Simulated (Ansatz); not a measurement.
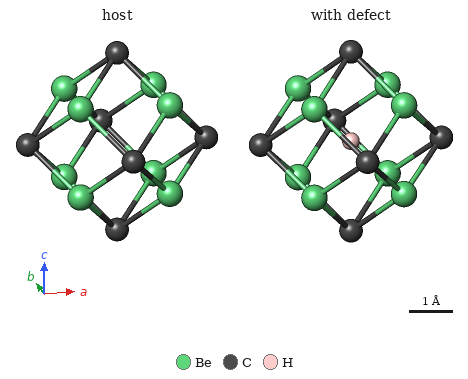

Left: perfect Be2C. Right: the same region with one point defect, after relaxing the atoms in a supercell of 96 sites. A ball-and-stick model of the atoms within 3.3 Å of one point, seen slightly off an axis.

Computed with DFT, PBEsol, PAW, plane waves (Ansatz 0.2.0). (plane-wave cutoff 420 eV; k-point mesh 1 × 1 × 1; mesh shifted by (0.25, 0.25, 0.25); collinear spin) Fermi-Dirac smearing of 0.01 eV. The axes drawn are those of the host's conventional cell.

### What kind of defect was made?

An extra hydrogen atom is put between the host's atoms (an interstitial).

The charge state of the cell is 0.

### What does the relaxation do around it?

The H atom starts with 8 Be at 1.86 to 1.87 Å, 6 C at 2.15 to 2.16 Å around its place and ends with 8 Be at 1.87 to 1.88 Å, 6 C at 2.18 to 2.19 Å. Of the host's atoms, a carbon atom moves furthest from its site, by 0.03 Å. The cell's net moment is 1.00 μB.
